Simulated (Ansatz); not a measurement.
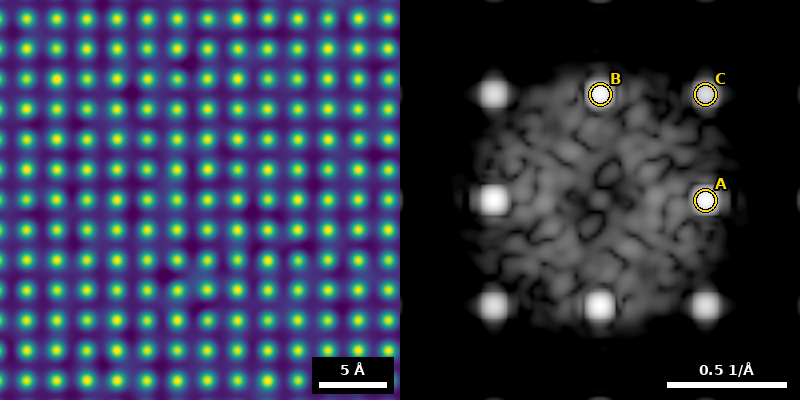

HAADF-like image of a crystal. Simulation: incoherent imaging, intensity Z^1.7 per atom, probe width 1.03 Å, thin sample. The speckle of an amorphous layer was added.

The right panel is the modulus of the image's Fourier transform on a logarithmic scale.

Question: Which lattice spacings do the marked spots stand for, and what angle do A and B enclose?

Answer: A: 2.3 Å, B: 2.3 Å, C: 1.6 Å; A and B enclose about 90°.

The crystal is W (Im-3m, No. 229) along [001]; the spots are (-1 -1 0), (1 -1 0) and (0 -2 0). Model: the input geometry of a calculation.
